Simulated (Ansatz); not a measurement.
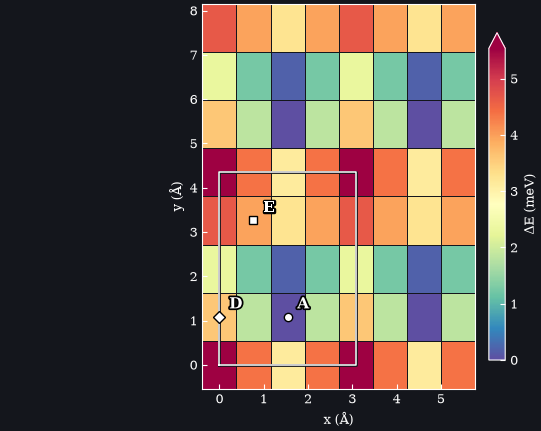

H on a SiC(110) slab cut from the F-43m phase, its upper half relaxed before the scan (32 atoms of substrate and one adsorbate in a 2 × 2 cell). H is moved over the surface cell at a fixed height above a rigid substrate; the origin of the map has the adsorbate above C29; the height is held at 3.40 Å. Places are given modulo a cell vector. The map is drawn in real space over the plane of the surface. The grid has 4 × 4 points; 12 points were computed and 4 follow by symmetry. Places are given in fractions of the 1 × 1 surface cell. All energies are given in meV relative to the lowest grid point. At a fixed height the lowest place need not be the adsorption site. Method: Ansatz, DFT PBE+D3(BJ), scalar-relativistic, plane waves, PAW. Settings: cutoff 420 eV, k-mesh 5×3×1, gaussian smearing 0.05 eV, spin-polarised.

The picture shows one coloured cell a grid point, the outline of one cell of the 2 × 2 shown, one colour for all values above the top of the scale, lettered points.

Q: Rank the lettered points by energy, lowest first.

A: A (0.00 meV), D (3.61 meV), E (3.98 meV).

PAW datasets: the set soft_1.
